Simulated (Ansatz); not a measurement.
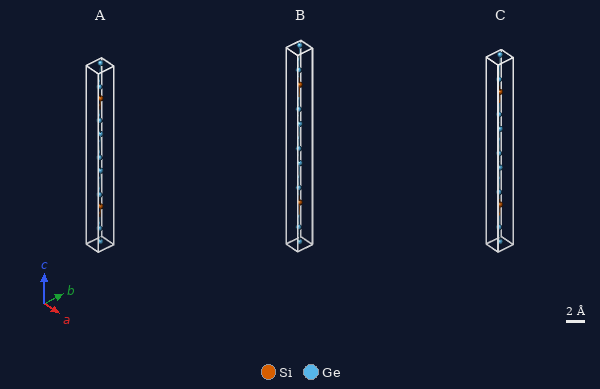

3 geometries from one relaxation of a crystal of SiGe$_{4}$ (a generated structure, set up in P-6m2) (coarse preliminary run), in shuffled order. A ball-and-stick model of the cell of the calculation, seen slightly off an axis.

Level of theory: Ansatz 0.2.0, DFT PBE, scalar-relativistic, plane waves, PAW. (plane-wave cutoff 420 eV; k-point mesh 6 × 6 × 1; occupations gaussian; smearing width 0.1 eV; no spin polarisation; cell and atoms relaxed; force threshold 0.04 eV/Å; at most 70 steps)

**Order the frames from highest to lowest energy.**

B, C, A. They are steps 0, 1, 7, at +55.0 meV per atom, +23.5 meV per atom relative to the last. The largest moves relative to the cell, 0.17 Å, are those of Ge atoms. By element the largest moves are Ge 0.17 Å, Si 0.05 Å. The drawn cell changes as follows: a = b 3.006 → 3.169 Å (+5.4 %), c 23.598 → 21.442 Å (−9.1 %); the volume changes by +1.0 %. Near-neighbour distances that change, for instance: Ge–Si 2.929 → 2.720 Å, Ge–Ge 3.006 → 3.169 Å, Ge–Ge 2.929 → 2.865 Å, Ge–Ge 2.929 → 2.899 Å. Among the angles between lasting bonds that change: Ge–Ge–Ge 107.3° → 101.2°, Ge–Ge–Ge 61.7° → 67.2°, Ge–Ge–Ge 61.7° → 66.3°. The space group stays P-6m2 (No. 187). Over 5 accepted moves (7 points after the start) the energy falls by 55.0 meV per atom. The largest force component goes from 0.43 to 0.026 eV/Å. Pressure: −0.03 GPa at the start and 0.01 GPa at the end. The line search rejected the trial step at point 5 of the run. The SCF was repeated once at an unchanged geometry on a basis and grid sized afresh for the cell, which shifted the energy by 0.2 meV per atom at most.
